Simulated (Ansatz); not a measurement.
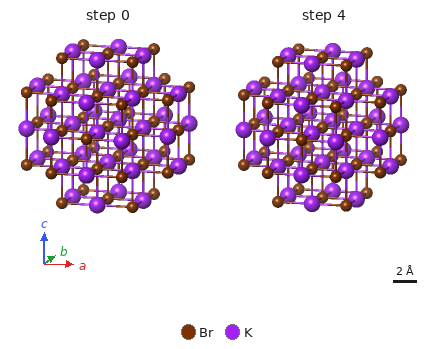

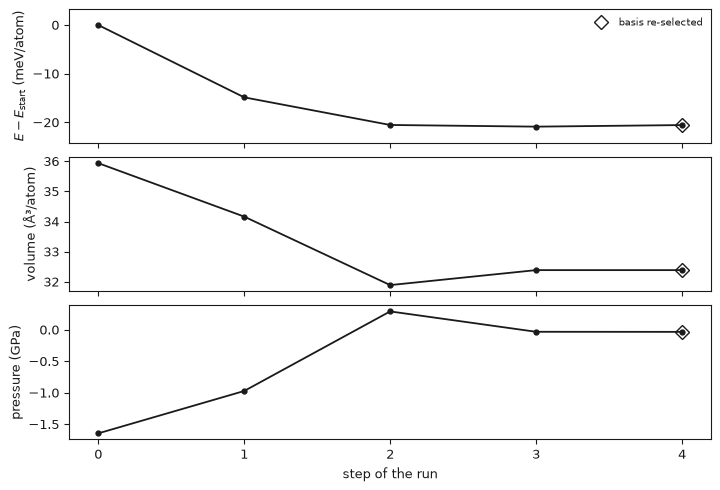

First and last geometry of a relaxation of a crystal of KBr (set up in Fm-3m), with the history of the run. Style: ball-and-stick. Shown: the conventional cell (4 times the calculation's cell), slightly off an axis. Lengths and directions refer to the drawn axes.

The run lets cell and atoms move.

Theory: Kohn-Sham DFT of a periodic cell, LDA, Ansatz PAW in Ansatz.

Input file:
```yaml
crystal:
  lattice:
    - [0.0, 3.3, 3.3]
    - [3.3, 0.0, 3.3]
    - [3.3, 3.3, 0.0]
  atoms:
    - { symbol: Br, position: [0.5, 0.5, 0.5] }
    - { symbol: K, position: [0.0, 0.0, 0.0] }
hamiltonian:
  xc: lda
  pseudopotentials: { kind: paw }
kpoints:
  mp_grid: { grid: [7, 7, 7] }
scf:
  occupations: { method: fermi_dirac, width: 0.05 }
output:
  forces: true
  stress: true
  eigenvalues: true
relax:
  f_tol: 0.01
  max_steps: 40
  cell: { stress_tol: 0.05 }
```

Launched with:
```bash
ansatz run input.yaml --threads 2 --pin off --max-ram 5632MiB --backend cpu --events-out ev --progress --plain --runs-dir out
```

Q: Did the run converge, and what did it change?

A: It converged. The energy falls by 20.6 meV per atom in 3 accepted moves (4 points after the start). All forces vanish by symmetry, so only the cell relaxes. The pressure goes from −1.64 to −0.03 GPa. The SCF was repeated once at an unchanged geometry on a basis and grid sized afresh for the cell, which shifted the energy by 0.3 meV per atom at most. No atom moves by more than 0.005 Å relative to the cell. The volume changes by −9.9 %, with a = b = c 6.600 → 6.375 Å (−3.4 %). Near-neighbour distances that change, for instance: Br–K 3.300 → 3.188 Å. The space group stays Fm-3m (No. 225). Cost: 2.8 s on 2 threads of Arm Neoverse V2, on a shared host, peak memory 0.3 GiB.
